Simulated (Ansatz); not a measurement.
A series of calculations on SnO

### Relaxation

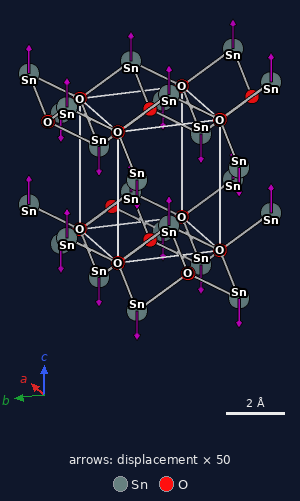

This is a relaxation of crystalline SnO (set up in P4/nmm). The starting structure is drawn; purple arrows show the displacements (the part carried along by the change of the cell is left out), magnified 50 times.

The picture is a ball-and-stick view of the cell of the calculation, seen from a free direction.

All numbers below come from Ansatz 0.2.0, DFT PBE+D3(BJ), scalar-relativistic, plane waves, PAW.

Input
```yaml
crystal:
  lattice:
    - [3.802, 0.0, 0.0]
    - [0.0, 3.802, 0.0]
    - [0.0, 0.0, 4.836]
  atoms:
    - { symbol: Sn, position: [0.0, 0.5, 0.2385] }
    - { symbol: Sn, position: [0.5, 0.0, 0.7615] }
    - { symbol: O, position: [0.0, 0.0, 0.0] }
    - { symbol: O, position: [0.5, 0.5, 0.0] }
basis:
  ecutwfc: 420
kpoints:
  mp_grid: { grid: [12, 12, 10] }
hamiltonian:
  xc: pbe
  dispersion: d3bj
scf:
  occupations: { method: gaussian, width: 0.1 }
output:
  forces: true
  stress: true
  eigenvalues: true
relax:
  adjacent_minimum: "off"
  f_tol: 0.005
  max_steps: 80
  cell: { stress_tol: 0.05 }
```

Launched with:
```bash
ansatz run input.yaml --threads 1 --pin off --max-ram 2560MiB --backend cpu --events-out ev --progress --plain --runs-dir out
```

**Atoms of which element are displaced furthest, and by how much?**

Tin: up to 0.023 Å, against 0.000 Å for oxygen.

**What happened in the run?**

After 4 accepted moves (6 points after the start) the energy has fallen by 3.5 meV per atom. Largest force component: 0.36 eV/Å at the start, 0.0026 eV/Å at the end. Pressure: 2.04 GPa at the start and 0.00 GPa at the end. The SCF was repeated twice at an unchanged geometry on a basis and grid sized afresh for the cell, which shifted the energy by 0.3 meV per atom at most. The largest moves relative to the cell, 0.023 Å, are those of Sn1 and Sn2. Sn2 goes along −c. O stays in place. The drawn cell changes as follows: a = b 3.802 → 3.837 Å (+0.9 %), c 4.836 → 4.762 Å (−1.5 %); the volume changes by +0.3 %. Some distances before and after: Sn1–O3 2.224 → 2.241 Å. The space group stays P4/nmm (No. 129).

### Scan

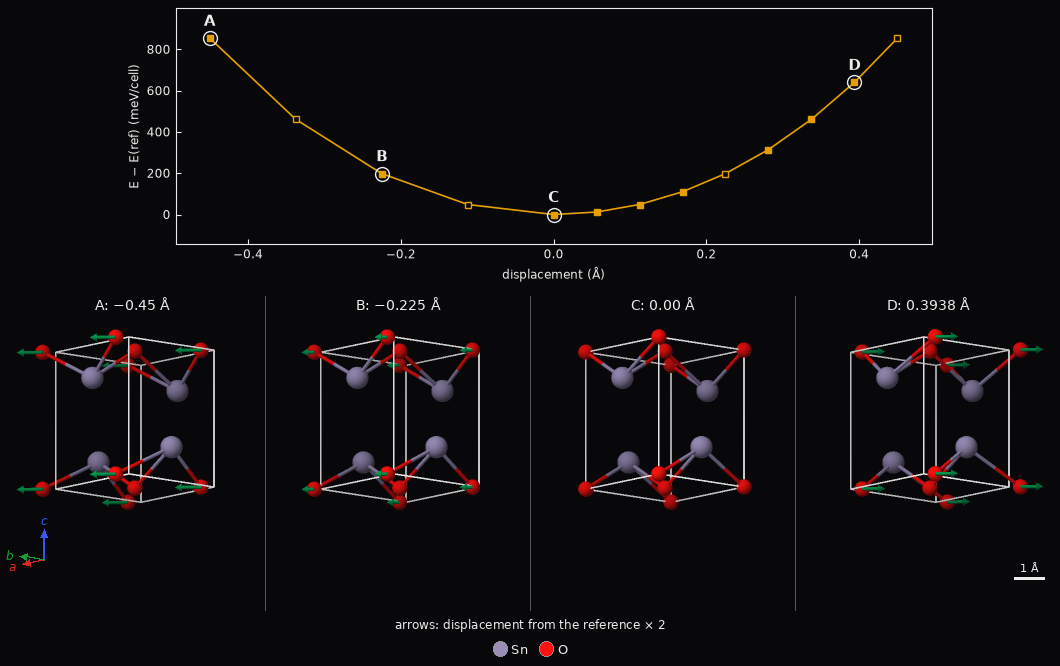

Crystalline SnO (P4/nmm): an O atom (one in each cell of 4 atoms) is moved towards the nearest copy of atom 4 (O) at 2.713 Å, all else fixed. The lettered frames are marked on the plot. Hollow markers are points alike by symmetry, not computed again. A ball-and-stick model of the cell of the calculation, seen from a free direction. Green arrows: displacements from the reference.

All numbers below come from Ansatz, DFT PBE+D3(BJ), scalar-relativistic, plane waves, PAW. (plane-wave cutoff 420 eV; k-point mesh 12 × 12 × 10; occupations gaussian; smearing width 0.15 eV; no spin polarisation). Energies (free energies at the smearing named) are counted from the relaxed crystal.

### Read off the main features of the energy profile.

Of the computed points the lowest is at the displacement 0.00 Å, 0 meV/cell. At the ends of the scan the energy is 854 meV/cell (−0.45 Å) and 854 meV/cell (0.45 Å). The curvature at zero is about 7.7 eV/Å². The well is symmetric. At the highest point the shortest interatomic distance is 2.00 Å, against 2.24 Å in the reference. The distortion takes the space group from P4/nmm to C2.

### Scan

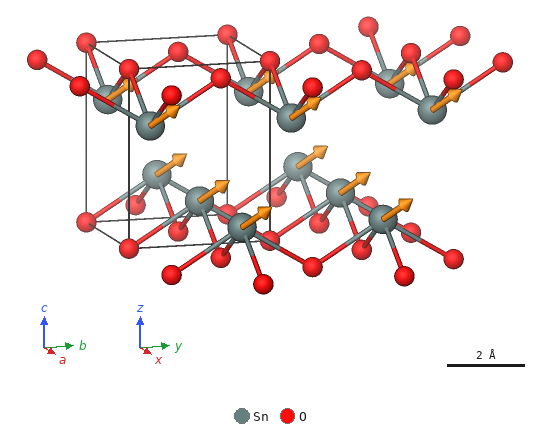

A scan of a crystal of SnO (P4/nmm): the whole Sn sublattice is shifted rigidly, along Cartesian [1 1 1], all else fixed. The picture shows the reference cell. The orange arrows give the direction of positive displacement. A ball-and-stick model of the cell of the calculation, repeated 2 × 2 × 1 with one cell outlined, seen slightly off an axis.

These are results of DFT PBE+D3(BJ), scalar-relativistic, plane waves, PAW in Ansatz 0.2.0, not measurements. (plane-wave cutoff 420 eV; k-point mesh 12 × 12 × 10; occupations gaussian; smearing width 0.15 eV; no spin polarisation). Energies (free energies at the smearing named) are counted from the relaxed crystal.

Input
```yaml
crystal:
  lattice:
    - [3.837096323, 0.0, 0.0]
    - [0.0, 3.837096323, 0.0]
    - [0.0, 0.0, 4.7621286275]
  atoms:
    - { symbol: Sn, position: [0.0, 0.5, 0.2432422108] }
    - { symbol: Sn, position: [0.5, 0.0, 0.7567577892] }
    - { symbol: O, position: [0.0, 0.0, 0.0] }
    - { symbol: O, position: [0.5, 0.5, 0.0] }
basis:
  ecutwfc: 420
kpoints:
  mp_grid: { grid: [12, 12, 10] }
hamiltonian:
  xc: pbe
  dispersion: d3bj
scf:
  occupations: { method: gaussian, width: 0.15 }
output:
  forces: true
  stress: true
  eigenvalues: true
  write_density: true
  write_potential: true
  elf: true
  volumetric_format: npy
```

Launched with:
```bash
ansatz run input.yaml --threads 1 --pin off --max-ram 2560MiB --backend cpu --events-out ev --progress --plain --runs-dir out
```

> What energies does the calculation give (the displacement: −0.3000, −0.2250, −0.1500, −0.0750, 0.0000, 0.0750, 0.1125, 0.1500, 0.1875, 0.2250, 0.2625, 0.3000 Å)?

```
displacement (Å)  ΔE (meV/cell)
         −0.3000            442
         −0.2250            238
         −0.1500            103
         −0.0750             25
          0.0000              0
          0.0750             25
          0.1125             57
          0.1500            103
          0.1875            163
          0.2250            238
          0.2625            331
          0.3000            442
```

Points that are alike by symmetry were computed once.

Of the computed points the lowest is at the displacement 0.00 Å, 0 meV/cell. At the ends of the scan the energy is 442 meV/cell (−0.30 Å) and 442 meV/cell (0.30 Å). The curvature at zero is about 9.1 eV/Å² per cell. The well is symmetric. At the highest point the shortest interatomic distance is 2.01 Å, against 2.24 Å in the reference. The distortion takes the space group from P4/nmm to Cm.

The computed profile (hollow markers are points alike by symmetry):

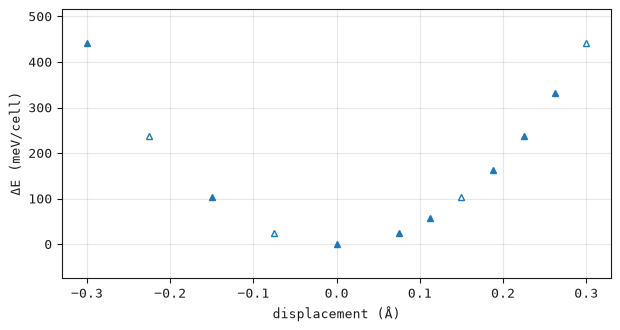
